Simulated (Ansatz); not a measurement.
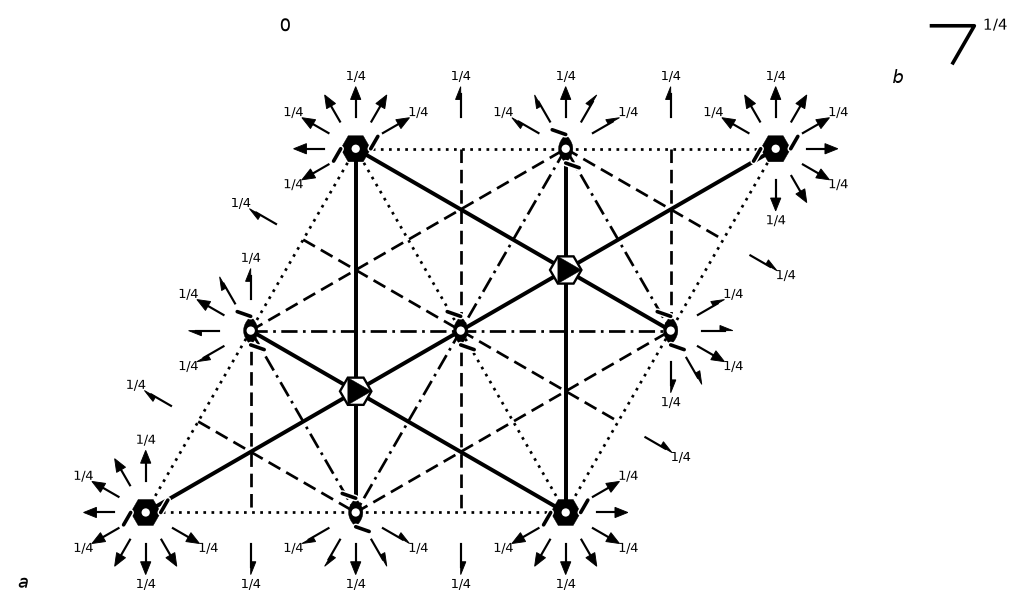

Symmetry elements of a space group, projected down c, computed from the operations of a computed or model structure of composition MoS2.

Graphical symbols as in the International Tables (origin upper left, heights as fractions; handed screw axes are marked by their printed symbols).

> Which space group is it?

P6₃/mmc (No. 194); primitive hexagonal, point group 6/mmm, 24 general positions a cell.

> List the elements shown.

−6 axes along c at (1/3, 2/3), (2/3, 1/3); 6₃ axes along c at (0, 0); 2₁ axes along c at (0, 1/2), (1/2, 0), (1/2, 1/2); inversion centres at (0, 0), (0, 1/2), (1/2, 0), (1/2, 1/2); mirror planes holding c and [1 2 0] or [2 1 0] or [−1 1 0]; in-plane glide planes holding c and [1 2 0] or [2 1 0] or [−1 1 0]; c glide planes normal to a*, at x = 0; n glide planes normal to a*, at x = 1/2; c glide planes normal to b*, at y = 0; n glide planes normal to b*, at y = 1/2; c glide planes holding c and [1 1 0]; diagonal glide planes holding c and [1 1 0]; a mirror plane normal to c at height 1/4; 2 axes along [1 1 0] at height 0; 2 axes along [1 2 0] at height 1/4; 2 axes along [2 1 0] at height 1/4; 2 axes along [−1 1 0] at height 1/4; 2 axes along a at height 0; 2 axes along b at height 0; 2₁ axes along [1 1 0] at height 0; 2₁ axes along [1 2 0] at height 1/4; 2₁ axes along [2 1 0] at height 1/4; 2₁ axes along [−1 1 0] at height 1/4; 2₁ axes along a at height 0; 2₁ axes along b at height 0. Heights repeat every half period; positions are (a, b) fractions, modulo 1.

> Write the general positions (in any order).

x, y, z
−x, −y, −z
x−y, x, z+1/2
−x+y, −x, −z+1/2
−y, x−y, z
y, −x+y, −z
−x, −y, z+1/2
x, y, −z+1/2
−x+y, −x, z
x−y, x, −z
y, −x+y, z+1/2
−y, x−y, −z+1/2
−y, −x, −z+1/2
y, x, z+1/2
−x, −x+y, −z
x, x−y, z
−x+y, y, −z+1/2
x−y, −y, z+1/2
y, x, −z
−y, −x, z
x, x−y, −z+1/2
−x, −x+y, z+1/2
x−y, −y, −z
−x+y, y, z
